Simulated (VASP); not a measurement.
# Two runs on Ti

System: Ti (P6/mmm, 3 atoms in the cell).
Method of run 1: Kohn-Sham DFT of a periodic cell, PBE, VASP PAW PBE potentials, recommended, no spin polarisation (VASP 6.6.1).

The structure derives from a Materials Project entry. 

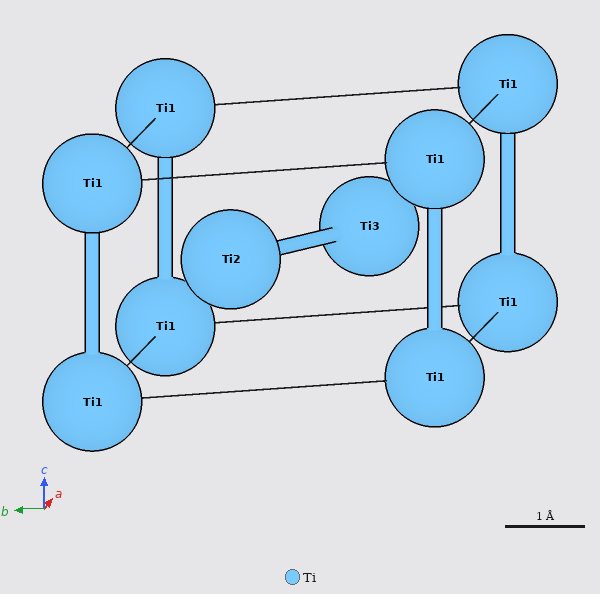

Figure 1. The input geometry (ball-and-stick view of the cell of the calculation, seen at an oblique angle; atoms are numbered from 1 in the order of the input).

INCAR, run 1:
```
SYSTEM = Ti
  ALGO = Normal
  EDIFF = 1E-7
  EDIFFG = -0.005
  ENCUT = 600
  GGA = PE
  IBRION = 2
  ISIF = 3
  ISMEAR = 0
  LASPH = .True.
  LCHARG = .False.
  LREAL = .False.
  LWAVE = .False.
  NELM = 60
  NSW = 90
  PREC = Accurate
  SIGMA = 0.1
```

KPOINTS, run 1:
```
k-points
0
Gamma
  12 12 14
  0 0 0
```

POSCAR, run 1:
```
Ti
1.0
    4.5673748300      0.0000000000      0.0000000000
   -2.2836874200      3.9554626300      0.0000000000
    0.0000000000      0.0000000000      2.8262442700
Ti
3
Direct
    0.0000000000      0.0000000000      0.0000000000
    0.3333333300      0.6666666700      0.5000000000
    0.6666666700      0.3333333300      0.5000000000
```

Launched with:
```bash
cat potpaw_PBE.64/Ti_sv/POTCAR > POTCAR
mpirun -np 1 vasp_std > vasp.out
```

Hardware: 1 thread of Intel Xeon (Granite Rapids), 64 GiB of memory available, shared host.

OSZICAR and lines of OUTCAR (run 1):
```
N       E                     dE             d eps       ncg     rms          rms(c)
DAV:   1     0.446232140083E+03    0.44623E+03   -0.20747E+04  6688   0.223E+03
DAV:   2     0.257507696414E+02   -0.42048E+03   -0.41629E+03  6730   0.598E+02
DAV:   3    -0.219920220065E+02   -0.47743E+02   -0.46891E+02 12754   0.168E+02
DAV:   4    -0.264566989468E+02   -0.44647E+01   -0.44105E+01 10098   0.432E+01
DAV:   5    -0.266700517617E+02   -0.21335E+00   -0.21319E+00 10488   0.861E+00    0.150E+01
DAV:   6    -0.235094419839E+02    0.31606E+01   -0.11704E+01  8400   0.366E+01    0.379E+00
DAV:   7    -0.234971707097E+02    0.12271E-01   -0.13630E+00 10246   0.897E+00    0.245E+00
[...]
       N       E                     dE             d eps       ncg     rms          rms(c)
DAV:   1    -0.235284169419E+02   -0.49666E-05   -0.12876E-04  8950   0.143E-01    0.188E-02
DAV:   2    -0.235284115303E+02    0.54116E-05   -0.27493E-05  9410   0.553E-02    0.600E-03
DAV:   3    -0.235284121104E+02   -0.58012E-06   -0.11548E-05 10134   0.344E-02    0.850E-03
DAV:   4    -0.235284112789E+02    0.83152E-06   -0.75631E-06  9462   0.272E-02    0.164E-03
DAV:   5    -0.235284115039E+02   -0.22497E-06   -0.46152E-07  7714   0.565E-03    0.642E-04
DAV:   6    -0.235284116066E+02   -0.10275E-06   -0.53338E-08  3704   0.233E-03    0.526E-04
DAV:   7    -0.235284117355E+02   -0.12885E-06   -0.12776E-07  4766   0.219E-03    0.403E-04
DAV:   8    -0.235284117786E+02   -0.43067E-07   -0.31070E-08  3632   0.169E-03
   4 F= -.23528412E+02 E0= -.23521640E+02  d E =-.478188E-03
[... from OUTCAR:]
  free energy    TOTEN  =       -23.52841178 eV
  energy without entropy =      -23.51486726  energy(sigma->0) =      -23.52163952
 E-fermi :   8.3823     XC(G=0): -11.5695     alpha+bet :-16.4218
  free  energy   TOTEN  =       -23.5284117786 eV
  energy  without entropy=      -23.5148672575  energy(sigma->0) =      -23.52163952
```

The input of run 2 differs as follows (lines with − go, lines with + come):
```diff
+  IVDW = 12
```

How does run 2 compare with run 1?

The total energies belong to different models, so their difference says nothing on which is more stable or more accurate. The volume per atom goes from 17.11 to 16.20 Å³. The SCF takes 79 iterations over all geometry steps against 48.

OSZICAR and lines of OUTCAR (run 2):
```
N       E                     dE             d eps       ncg     rms          rms(c)
DAV:   1     0.446232140083E+03    0.44623E+03   -0.20747E+04  6688   0.223E+03
DAV:   2     0.257507696414E+02   -0.42048E+03   -0.41629E+03  6730   0.598E+02
DAV:   3    -0.219920220065E+02   -0.47743E+02   -0.46891E+02 12754   0.168E+02
DAV:   4    -0.264566989468E+02   -0.44647E+01   -0.44105E+01 10098   0.432E+01
DAV:   5    -0.266700517617E+02   -0.21335E+00   -0.21319E+00 10488   0.861E+00    0.150E+01
DAV:   6    -0.235094419839E+02    0.31606E+01   -0.11704E+01  8400   0.366E+01    0.379E+00
DAV:   7    -0.234971707097E+02    0.12271E-01   -0.13630E+00 10246   0.897E+00    0.245E+00
[...]
DAV:   1    -0.234739526506E+02    0.98966E-03   -0.50923E-03  8656   0.982E-01    0.101E-01
DAV:   2    -0.234738169265E+02    0.13572E-03   -0.75167E-04  9130   0.312E-01    0.417E-02
DAV:   3    -0.234738052805E+02    0.11646E-04   -0.23743E-04 10298   0.157E-01    0.297E-02
DAV:   4    -0.234737976569E+02    0.76235E-05   -0.11630E-04  9502   0.122E-01    0.141E-02
DAV:   5    -0.234737993747E+02   -0.17177E-05   -0.16500E-05  8966   0.466E-02    0.419E-03
DAV:   6    -0.234738016795E+02   -0.23048E-05   -0.70995E-06 10456   0.195E-02    0.514E-03
DAV:   7    -0.234738025328E+02   -0.85334E-06   -0.16005E-06  8756   0.963E-03    0.152E-03
DAV:   8    -0.234738026911E+02   -0.15828E-06   -0.14144E-07  5068   0.252E-03    0.671E-04
DAV:   9    -0.234738027226E+02   -0.31502E-07   -0.37220E-08  3554   0.200E-03
   7 F= -.25413629E+02 E0= -.25406862E+02  d E =-.372954E-05
[... from OUTCAR:]
  energy without entropy =      -23.46026775  energy(sigma->0) =      -23.46703524
 E-fermi :   8.9803     XC(G=0): -11.8299     alpha+bet :-17.3406
  external pressure =        0.17 kB  Pullay stress =        0.00 kB
  free  energy   TOTEN  =       -25.4136293998 eV
  energy  without entropy=      -25.4000944253  energy(sigma->0) =      -25.40686191
```

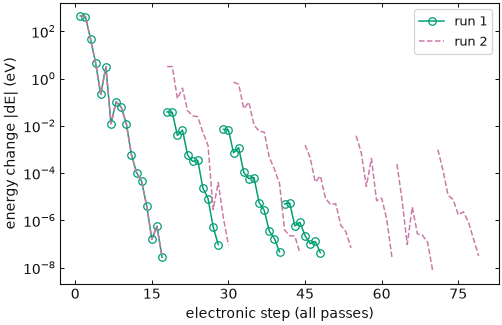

Figure 2. Convergence of the two runs: energy change |dE| against the electronic step. A break in a curve parts two SCF passes. Run 1 takes 48 steps in all, and run 2 takes 79.

The two runs side by side:

| quantity | run 1 | run 2 |
| --- | --- | --- |
| outcome | converged | converged |
| free energy per atom (eV) | −7.8428 | −8.4712 |
| energy per atom, smearing taken to zero (eV) | −7.8405 | −8.4690 |
| gap on the mesh (eV) | 0.00 | 0.00 |
| pressure (GPa) | 0.01 | 0.02 |
| volume per atom (Å³) | 17.11 | 16.20 |
| largest force (eV/Å) | 0.000 | 0.000 |
| SCF iterations | 48 | 79 |
| irreducible k-points | 152 | 152 |
